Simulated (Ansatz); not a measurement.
System: GaAs.

Input file:

```
crystal:
  lattice:
    - [3.7845678201, 0.0, 0.0]
    - [0.0, 3.7845678201, 0.0]
    - [0.0, 0.0, 2.7205274998]
  atoms:
    - { symbol: Ga, position: [0.5, 0.5, 0.5] }
    - { symbol: As, position: [0.0, 0.0, 0.5] }
hamiltonian:
  xc: pbe
  pseudopotentials: { kind: paw }
kpoints:
  mp_grid: { grid: [7, 7, 10] }
scf:
  occupations: { method: fermi_dirac, width: 0.05 }
output:
  forces: true
  stress: true
  eigenvalues: true
  write_density: true
  write_potential: true
  elf: true
  volumetric_format: npy
```

Launched as:

```sh
ansatz run input.yaml --threads 2 --pin off --max-ram 5632MiB --backend cpu --events-out ev --progress --plain --runs-dir out
```

Below, planes, directions and counts refer to the conventional cell (a = 3.78 Å, b = 3.78 Å, c = 2.72 Å, α = 90.00°, β = 90.00°, γ = 90.00°).

Space group P4/mmm; a generated structure, not necessarily the stable one.

All numbers below come from Kohn-Sham DFT of a periodic cell, PBE, Ansatz PAW in Ansatz 0.2.0.

What can the converged valence pseudo-density and electron localisation function tell about the bonding?

Answer. Ga–As (2.68 Å): ρ at the midpoint is about 0.32 e/Å³; the ELF is about 0.60 at the midpoint.

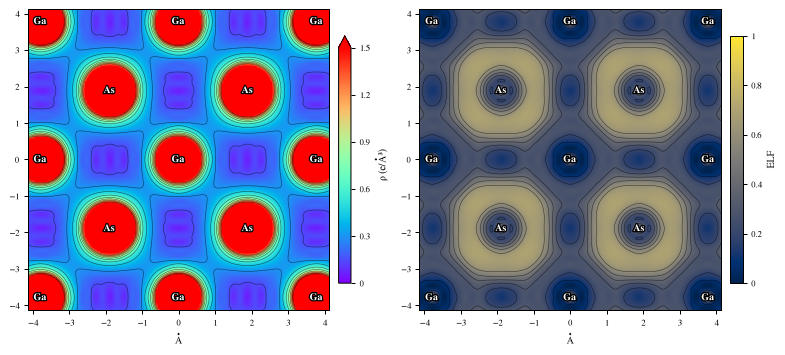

Computed valence pseudo-density and electron localisation function on the (001) plane of the conventional cell, in this order. 

Core electrons are frozen (PAW), and the valence fields are smoothed inside the atomic spheres.
